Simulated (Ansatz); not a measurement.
# SiO₂: what the fields show

Input

```
crystal:
  lattice:
    - [4.9833793189, 0.0, 0.0]
    - [0.0, 4.9833793189, 0.0]
    - [0.0, 0.0, 6.9195432984]
  atoms:
    - { symbol: Si, position: [0.8020608478, 0.8020608478, 0.5] }
    - { symbol: Si, position: [0.6979391522, 0.3020608478, 0.25] }
    - { symbol: Si, position: [0.1979391522, 0.1979391522, 0.0] }
    - { symbol: Si, position: [0.3020608478, 0.6979391522, 0.75] }
    - { symbol: O, position: [0.2616872086, 0.3915242426, 0.8189054952] }
    - { symbol: O, position: [0.1084757574, 0.7616872086, 0.5689054952] }
    - { symbol: O, position: [0.7383127914, 0.6084757574, 0.3189054952] }
    - { symbol: O, position: [0.8915242426, 0.2383127914, 0.0689054952] }
    - { symbol: O, position: [0.7616872086, 0.1084757574, 0.4310945048] }
    - { symbol: O, position: [0.6084757574, 0.7383127914, 0.6810945048] }
    - { symbol: O, position: [0.2383127914, 0.8915242426, 0.9310945048] }
    - { symbol: O, position: [0.3915242426, 0.2616872086, 0.1810945048] }
basis:
  ecutwfc: 500
kpoints:
  mp_grid: { grid: [6, 6, 4] }
hamiltonian:
  xc: r2scan
scf:
  occupations: { method: gaussian, width: 0.02 }
output:
  forces: true
  stress: true
  eigenvalues: true
  write_density: true
  write_potential: true
  elf: true
  volumetric_format: npy
relax:
  adjacent_minimum: "off"
  f_tol: 0.005
  max_steps: 80
  cell: { stress_tol: 0.05 }
```

Run with:

```sh
ansatz run input.yaml --threads 8 --pin off --max-ram 22528MiB --backend cpu --events-out ev --progress --plain --runs-dir out
```

Below, planes, directions and counts refer to the conventional cell (a = 4.98 Å, b = 4.98 Å, c = 6.92 Å, α = 90.00°, β = 90.00°, γ = 90.00°).

The fields are those of the run's last geometry, not of the input's.

Space group P4₃2₁2.

These are results of DFT r2SCAN, scalar-relativistic, plane waves, PAW (Ansatz 0.2.0), not measurements.

The density is the valence pseudo-density of a PAW calculation; it isn't the true density close to the nuclei.

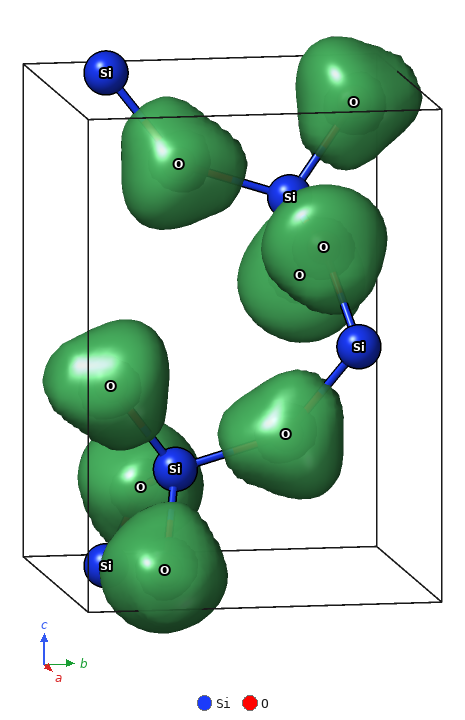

Figure 1. Isosurface of the ELF at 0.75 (green), seen slightly off an axis. Core shells and regions of very low density are left out. Sticks mark near contacts.

### Identify the bonds, lone pairs and shells in this picture.

The surface consists of eight regions on O in which the atom's valence shell and bonds are merged, counted in one cell of 12 atoms. Any copies at cell faces, edges or corners count once. Along the contacts the grid gives the following. Si–O (1.61 Å): the ELF peaks at about 0.85 between the atoms (a shared but strongly polarised pair).

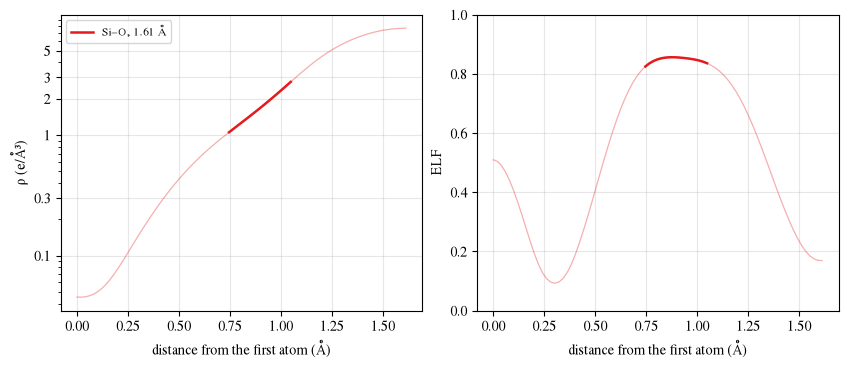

Figure 2. Valence charge density (pseudo) and ELF along straight lines between neighbouring atoms. Thin, pale parts lie inside the atomic spheres.

### What can be read from the curves?

Si–O (1.61 Å): ρ at the midpoint is about 1.3 e/Å³; the ELF peaks at about 0.85 between the atoms: a polar covalent bond.

### Metal or insulator at this level of theory?

It is gapped, with a Kohn–Sham gap of 6.3 eV on the k-point mesh, an upper bound to the gap of this method.
